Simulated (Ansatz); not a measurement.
P: molecular dynamics (part 3 of 3)

The same run, continued: P (R-3m, 16 atoms in the cell); DFT PBEsol, scalar-relativistic, plane waves, PAW, no spin polarisation (Ansatz 0.2.0); cutoff 420 eV, 2×2×2 k-mesh, Fermi–Dirac smearing of 0.1034 eV. The structure derives from a Materials Project entry. It belongs to a series of runs on one base structure; here: dynamics (NVT, Langevin thermostat) at 1200 K, volume × 1.04.

Geometry of the input (Å; fractional positions):
```
-3.4969  -6.0568  0.0000
3.4969  -6.0568  0.0000
0.0000  -4.0378  6.3417
P  0.3865  0.3865  0.3406
P  0.3865  0.3865  0.8406
P  0.3865  0.8865  0.3406
P  0.3865  0.8865  0.8406
P  0.8865  0.3865  0.3406
P  0.8865  0.3865  0.8406
P  0.8865  0.8865  0.3406
P  0.8865  0.8865  0.8406
P  0.1135  0.1135  0.1594
P  0.1135  0.1135  0.6594
P  0.1135  0.6135  0.1594
P  0.1135  0.6135  0.6594
P  0.6135  0.1135  0.1594
P  0.6135  0.1135  0.6594
P  0.6135  0.6135  0.1594
P  0.6135  0.6135  0.6594
```

Output, continued
```
SCF iter   1: F=—  HF=-11838.115476 eV  |F-HF|=—  |Δ(HF+E_count)|=         —  Δρ=4.21e-3  dr2=4.89e-2  ethr=5.94e-5  ⟨swp⟩=1.8  Hψ=1490  notcnv=0
preconditioner: auto → Kerker (q_TF=auto, 2.230 Å⁻¹)  [metal: Δε(μ)=0.230 eV  Ē_g=8.737 eV  σ=0.103 eV  W_gap=0.48  n_scr=58 (ndim 8)  ℏωp=20.3 eV  f_vac=0.000  D(μ)=4.19/eV (n_scr^D=14)]
SCF iter   2: F=—  HF=-11838.107075 eV  |F-HF|=—  |Δ(HF+E_count)|=   8.40e-3  Δρ=2.35e-3  dr2=1.33e-2  ethr=5.94e-5  ⟨swp⟩=1.0  Hψ=224  notcnv=0
SCF iter   3: F=—  HF=-11838.104263 eV  |F-HF|=—  |Δ(HF+E_count)|=   2.81e-3  Δρ=2.64e-4  dr2=1.76e-4  ethr=1.67e-5  ⟨swp⟩=3.0  Hψ=399  notcnv=0
SCF iter   4: F=—  HF=-11838.104257 eV  |F-HF|=—  |Δ(HF+E_count)|=   6.10e-6  Δρ=6.22e-5  dr2=1.96e-5  ethr=2.20e-7  ⟨swp⟩=2.2  Hψ=315  notcnv=0
SCF iter   5: F=—  HF=-11838.104148 eV  |F-HF|=—  |Δ(HF+E_count)|=   1.09e-4  Δρ=1.89e-5  dr2=1.91e-6  ethr=2.45e-8  ⟨swp⟩=2.5  Hψ=376  notcnv=0
SCF iter   6: F=—  HF=-11838.104148 eV  |F-HF|=—  |Δ(HF+E_count)|=   1.79e-7  Δρ=4.91e-6  dr2=1.36e-7  ethr=2.39e-9  ⟨swp⟩=2.8  Hψ=396  notcnv=0
SCF iter   7: F=-11838.104148 eV  HF=-11838.104148 eV  |F-HF|=3.22e-9  |Δ(HF+E_count)|=   1.30e-8  Δρ=1.37e-6  dr2=8.61e-9  ethr=1.25e-10  ⟨swp⟩=5.0  Hψ=705  notcnv=0
SCF 113 converged in 7 iterations: F = -11838.104148 eV  dr2 = 8.61e-9
  greatest PAW one-centre occupation: 0.818 electrons in one spin orbital (limit 2), on the P atom at site 1 (counted from 0), in its partial waves of l = 0
md step   112: t =   672.00 fs  T =   981.1 K  F+E_penalty+E_count = -11838.10414791 eV  E_kin = 2.029012 eV  P_inst = -1.6311 GPa  (7 SCF iters)
```

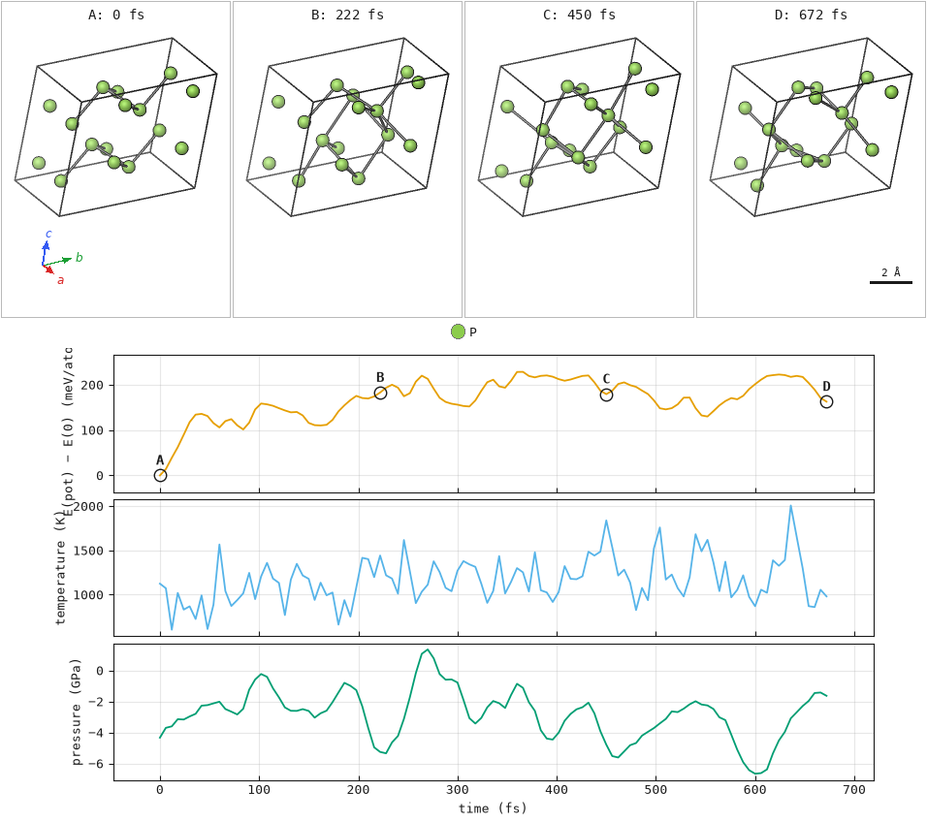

Fig. 1: Frames of the molecular dynamics (ball-and-stick, reduced simulation cell, seen slightly off an axis) above the curves, on which the letters mark them. The trajectory kept here has 113 frames over 672 fs. The temperature starts at 1125 K, ranges from 604 to 2008 K and averages 1235 K over the second half. The potential energy ends 162.8 meV/atom above its first value. With the common drift removed, the root-mean-square displacement is 0.30 Å.

```
SCF converged after 7 iterations
Free energy (F): -11838.104148 eV
Harris-Foulkes:  -11838.104148 eV  (|F-HF|=3.22e-9)
Internal energy: -11837.944712 eV  (E = F + TS)
E sigma→0 (E₀):  -11838.024430 eV
Entropy (-TS):   -0.159436 eV (-9.965 meV/atom)
Fermi energy:    9.172310 eV
--- Per-component energies (eV) ---
  E_band       = 194.072176
  E_kinetic    = 1117.627351
  E_local      = -694.507269  (includes V_loc(G=0)·N_el)
  E_nonlocal   = 541.646396
  E_hartree    = 160.349593
  E_xc         = -974.663131
  E_vxc        = -969.925762  (∫ρ·V_xc dr)
  E_paw        = -8864.699966  (= ΣΔE_a)
  E_vpaw       = -121.467792  (= ΣTr[D̂ρ^β])
  E_aug_tail   = 0.000053  (compensation charges beyond the density's cutoff)
  E_ewald      = -3124.435276
  E_core_change = 0.737537  (= ΣΔE_core)
  E_smearing   = -0.159436  (= −TS)
  E_closure    = 0.000000  (closes the sum)
  Σ components = -11838.104148   (vs F -11838.104148, Δ=0.00e0)
--- Forces (eV/Å), atoms counted from 1 ---
  atom   1  P      0.49707191    -0.26692215    -0.04987589
  atom   2  P     -0.46274418    -0.03351380     0.26568714
  atom   3  P      0.33393925     0.76699418    -0.50428286
  atom   4  P     -0.16464259    -0.65180035     1.33425159
  atom   5  P      0.98316803     0.48505062    -0.18476482
  atom   6  P     -0.17929544    -0.29331516    -0.96372586
  atom   7  P     -0.60028165    -1.50616573     0.42170286
  atom   8  P      0.25855652     0.71125310     0.72831202
  atom   9  P     -1.59683156     0.35011179    -0.02165584
  atom  10  P      1.73528652     0.14576636    -0.34880829
  atom  11  P      1.02917912    -0.67362877    -0.09950563
  atom  12  P     -1.24681448     0.04964133    -1.10154118
  atom  13  P      0.58466138     0.45816792     0.01566969
  atom  14  P      0.94538204    -0.39395333     0.65664560
  atom  15  P     -1.31185694    -0.91309789    -0.00781913
  atom  16  P     -0.80477747     1.76541174    -0.14028794
  max |Σ_I F_I| component: 1.44e-6 eV/Å
--- Stress (GPa, compression-positive) ---
       -2.591605      -1.687460       1.027274
       -1.687460      -0.336626      -0.087536
        1.027274      -0.087536      -4.385496
  P = ⅓ Tr σ = -2.4379 GPa (-24.379 kbar)
--- MD trajectory: 112 steps, t = 0.0 → 672.0 fs ---
  final state: T = 981.1 K   F+E_penalty+E_count = -11838.10414791 eV   E_kin = 2.029012 eV
```

Trajectory as extended XYZ (Å, eV, eV/Å), 6 of the 113 frames kept, from step=0 to step=112
```
16
Lattice="-3.4969 -6.0568 0.0000 3.4969 -6.0568 0.0000 0.0000 -4.0378 6.3417" Properties=species:S:1:pos:R:3:forces:R:3 step=0 time_fs=0.0 energy=-11840.70933 temperature=1125.0 pressure_GPa=-4.33
P     0.0000   -6.0568    2.1601    0.0000   0.2516   0.1915
P     0.0000   -8.0757    5.3310    0.0000   0.2516   0.1915
P     1.7484   -9.0851    2.1601    0.0000   0.2516   0.1915
P     1.7484  -11.1041    5.3310    0.0000   0.2516   0.1915
P    -1.7484   -9.0851    2.1601    0.0000   0.2516   0.1915
P    -1.7484  -11.1041    5.3310    0.0000   0.2516   0.1915
P     0.0000  -12.1135    2.1601    0.0000   0.2516   0.1915
P     0.0000  -14.1324    5.3310    0.0000   0.2516   0.1915
P     0.0000   -2.0189    1.0107    0.0000  -0.2516  -0.1915
P     0.0000   -4.0378    4.1816    0.0000  -0.2516  -0.1915
P     1.7484   -5.0473    1.0107    0.0000  -0.2516  -0.1915
P     1.7484   -7.0662    4.1816    0.0000  -0.2516  -0.1915
P    -1.7484   -5.0473    1.0107    0.0000  -0.2516  -0.1915
P    -1.7484   -7.0662    4.1816    0.0000  -0.2516  -0.1915
P     0.0000   -8.0757    1.0107    0.0000  -0.2516  -0.1915
P     0.0000  -10.0946    4.1816    0.0000  -0.2516  -0.1915
16
Lattice="-3.4969 -6.0568 0.0000 3.4969 -6.0568 0.0000 0.0000 -4.0378 6.3417" Properties=species:S:1:pos:R:3:forces:R:3 step=22 time_fs=132.0 energy=-11838.48234 temperature=1170.5 pressure_GPa=-2.60
P    -0.1668   -6.1651    1.9665   -0.3541   0.1587   0.5060
P     0.1433   -8.1758    5.3018   -2.2897  -0.7177   0.6574
P     1.7299   -9.3266    2.0618   -0.7763   1.1137   0.3369
P     1.6529  -11.2521    5.1731    0.8656   0.3093   0.0539
P    -1.9734   -9.0638    2.0383   -0.0534  -0.0678  -0.2131
P    -1.9629  -11.3798    5.4632    0.3980   1.0341   0.0634
P    -0.0880  -11.9361    2.1469   -0.1624  -0.9607  -0.6134
P    -0.1839  -14.2257    5.7137    0.6466  -0.1057  -1.5598
P    -0.2561   -2.1199    0.8660    1.2405   0.7410   0.1888
P     0.1315   -4.0163    4.3045   -1.3282  -0.7365  -0.0343
P     1.5275   -5.0450    0.9186    1.0899  -0.1538   0.0630
P     1.7084   -7.2299    4.3267    1.3548   1.0096  -1.0698
P    -1.8742   -5.0562    0.7700   -0.1407  -0.7875   0.9674
P    -1.8061   -7.2219    4.1326   -0.2105   0.4110   0.2877
P    -0.2920   -8.0794    0.7694    0.6733  -0.4120   0.3804
P     0.2474  -10.0280    3.9793   -0.9534  -0.8356  -0.0145
16
Lattice="-3.4969 -6.0568 0.0000 3.4969 -6.0568 0.0000 0.0000 -4.0378 6.3417" Properties=species:S:1:pos:R:3:forces:R:3 step=45 time_fs=270.0 energy=-11837.30088 temperature=1113.4 pressure_GPa=1.36
P     0.0103   -6.1553    2.1119    1.0420  -0.1154   1.9856
P    -0.3009   -8.4417    5.4920    1.6720  -0.7726  -0.1197
P     1.2331   -9.1547    1.8002    2.6613  -0.5274   1.4926
P     1.9888  -11.4896    5.5764   -1.7633   1.5738  -0.7782
P    -1.6359   -9.1753    2.1147   -1.3608  -0.2584   1.1212
P    -2.0505  -11.4401    5.2621    1.7950  -0.0564  -0.3736
P    -0.0484  -12.2281    2.2271   -0.2785  -0.0114  -0.0964
P    -0.1308  -14.0552    5.2447   -0.1172  -0.6834   0.4879
P    -0.1855   -2.0360    0.8307    0.4219  -1.4165   1.3439
P    -0.1470   -4.4689    4.1886   -0.1204   1.1892  -0.9762
P     1.7746   -5.1190    1.1656   -0.0105  -0.5911  -1.1608
P     1.4782   -7.4051    4.1265    0.5243   0.2312   0.3801
P    -1.5967   -5.2870    1.1361   -2.4500   1.2259  -1.7563
P    -1.5668   -7.1997    4.3363   -2.0059  -0.8822  -0.8281
P    -0.3566   -8.3270    0.6740    0.7804   0.2478  -1.7048
P    -0.0306  -10.5816    4.0018   -0.7902   0.8470   0.9828
16
Lattice="-3.4969 -6.0568 0.0000 3.4969 -6.0568 0.0000 0.0000 -4.0378 6.3417" Properties=species:S:1:pos:R:3:forces:R:3 step=67 time_fs=402.0 energy=-11837.30982 temperature=1030.0 pressure_GPa=-4.01
P     0.2451   -6.1478    2.3326   -1.4946  -0.5370   0.3642
P    -0.0761   -8.5739    5.6056    0.3842   0.4345   0.3762
P     1.6480   -9.3195    2.4562    0.6706   0.1836  -0.8818
P     1.9983  -11.2849    5.7783   -0.5191  -0.0026  -1.1816
P    -1.6116   -9.1681    2.3897   -1.0488   0.1317   0.0335
P    -1.6042  -11.4424    5.4426   -0.4411   0.2262  -1.0078
P    -0.0211  -12.1672    2.4101   -0.0515  -0.3922  -0.2875
P    -0.1752  -14.5107    5.3742    1.1782   0.6238  -0.8638
P    -0.3995   -2.6812    0.7333    1.6389   0.2593   0.9821
P     0.0299   -4.4598    4.0088    0.5145   0.0816   1.8745
P     1.7610   -5.2261    1.1276    1.3512  -0.0437  -0.2094
P     1.9079   -7.3045    3.7661    0.4535  -0.3504   1.8523
P    -1.5644   -5.3112    1.1112   -0.3763  -0.8226  -0.1710
P    -1.6885   -7.7931    4.4495   -1.1288   0.7751  -0.8411
P     0.1024   -8.3207    1.1448   -0.6062  -0.5665  -0.0762
P     0.1816  -10.6720    4.2664   -0.5248  -0.0007   0.0374
16
Lattice="-3.4969 -6.0568 0.0000 3.4969 -6.0568 0.0000 0.0000 -4.0378 6.3417" Properties=species:S:1:pos:R:3:forces:R:3 step=90 time_fs=540.0 energy=-11838.33378 temperature=1683.5 pressure_GPa=-1.98
P     0.2516   -6.5561    2.2288   -0.7511   0.7167   0.2651
P    -0.0302   -8.2813    5.5512    0.4331  -0.0661  -0.8137
P     1.8945   -9.4685    2.1533   -0.7159   0.5330   0.4025
P     1.7255  -11.2391    5.7108    0.5598  -1.3348  -1.4675
P    -1.6248   -9.3642    2.6149   -0.9499   0.1535   0.2554
P    -1.9128  -11.3132    5.5417    1.3130  -0.2505  -0.3426
P     0.0044  -12.4434    2.3552    0.8719  -0.0232   1.0382
P     0.1642  -14.2561    5.5471   -1.3114  -0.6240   0.0660
P    -0.0285   -2.6140    0.7626    0.0637  -0.3229   0.4398
P    -0.0484   -4.8303    4.2237   -0.4556   0.8602  -0.1193
P     1.9833   -5.8022    0.9532   -1.3371   1.8207   0.4854
P     2.0011   -7.6454    4.0994   -1.1452  -0.5585   0.6106
P    -1.7312   -5.6412    1.1095    0.6332   0.0139  -0.4000
P    -1.8059   -7.4940    4.2408    1.3771  -0.6828  -0.4399
P    -0.1650   -8.6340    1.2037    1.7577  -0.2427  -0.5379
P    -0.1607  -10.6637    4.0057   -0.3432   0.0077   0.5577
16
Lattice="-3.4969 -6.0568 0.0000 3.4969 -6.0568 0.0000 0.0000 -4.0378 6.3417" Properties=species:S:1:pos:R:3:forces:R:3 step=112 time_fs=672.0 energy=-11838.10415 temperature=981.1 pressure_GPa=-1.63
P    -0.2879   -6.2359    2.2417    0.4971  -0.2669  -0.0499
P    -0.0066   -8.3240    5.3287   -0.4627  -0.0335   0.2657
P     1.7368   -9.2648    2.5296    0.3339   0.7670  -0.5043
P     1.5868  -11.5097    5.1784   -0.1646  -0.6518   1.3343
P    -1.8631   -9.3655    2.3093    0.9832   0.4851  -0.1848
P    -1.8615  -11.2968    5.7751   -0.1793  -0.2933  -0.9637
P    -0.0930  -12.0963    2.1059   -0.6003  -1.5062   0.4217
P    -0.0478  -14.6312    5.3084    0.2586   0.7113   0.7283
P     0.1836   -2.5214    0.9116   -1.5968   0.3501  -0.0217
P    -0.2516   -4.5047    4.1969    1.7353   0.1458  -0.3488
P     1.4315   -5.2576    1.0867    1.0292  -0.6736  -0.0995
P     1.8260   -7.5621    4.3430   -1.2468   0.0496  -1.1015
P    -1.9079   -5.4297    0.8505    0.5847   0.4582   0.0157
P    -1.9556   -7.5147    3.9820    0.9454  -0.3940   0.6566
P     0.1853   -8.2718    1.2341   -1.3119  -0.9131  -0.0078
P    -0.1077  -10.8558    4.0778   -0.8048   1.7654  -0.1403
```
